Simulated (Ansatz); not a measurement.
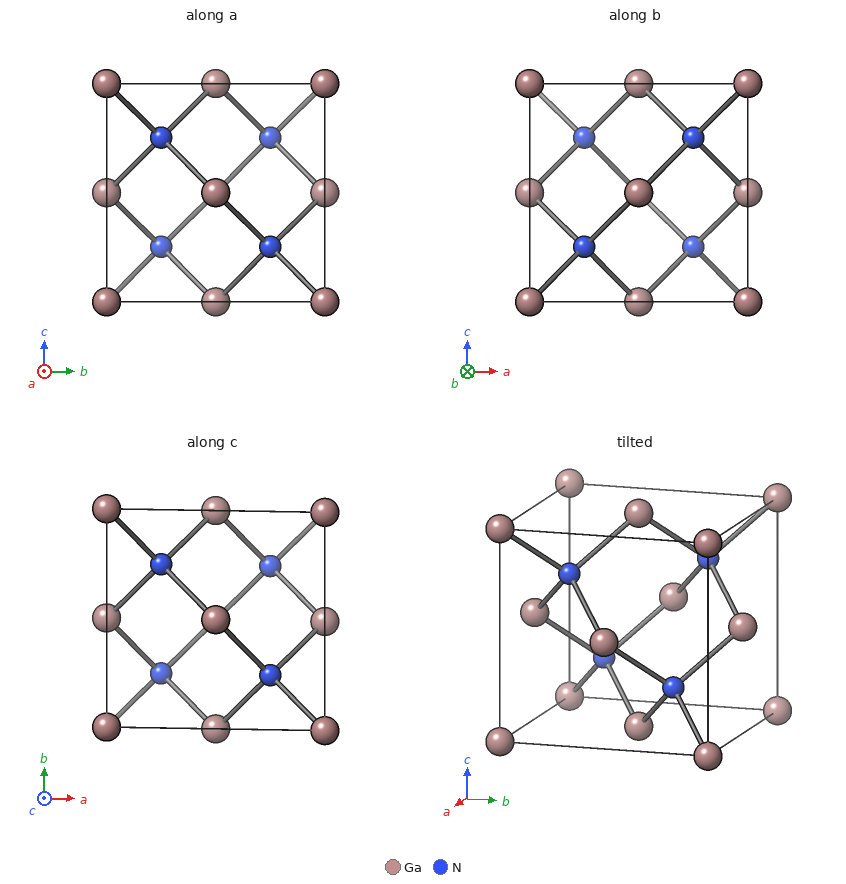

Drawn in the ball-and-stick manner and seen along the a axis, along the b axis, along the c axis and slightly off an axis. The parallelepiped is the drawn cell (a repeat of the simulation cell).

Lattice parameters: a = 4.498 Å, b = 4.498 Å, c = 4.498 Å, α = 90.00°, β = 90.00°, γ = 90.94°. Put a along x and b in the xy plane.

Question: Write down what is shown as a POSCAR file, with free fractional coordinates to two decimals.

Answer:
```
Ga N
1.0
     4.498    0.000    0.000
    -0.074    4.497    0.000
     0.000    0.000    4.498
Ga N
4 4
Direct
  0.00 0.00 0.00
  0.50 0.50 0.00
  0.50 0.00 0.50
  0.00 0.50 0.50
  0.25 0.25 0.25
  0.75 0.75 0.25
  0.75 0.25 0.75
  0.25 0.75 0.75
```

The structure comes from a structure type filled with these elements by a generator (whether the compound takes this form wasn't checked). The cell was then strained or its atoms displaced on purpose. It was run through Ansatz as a DFT input.
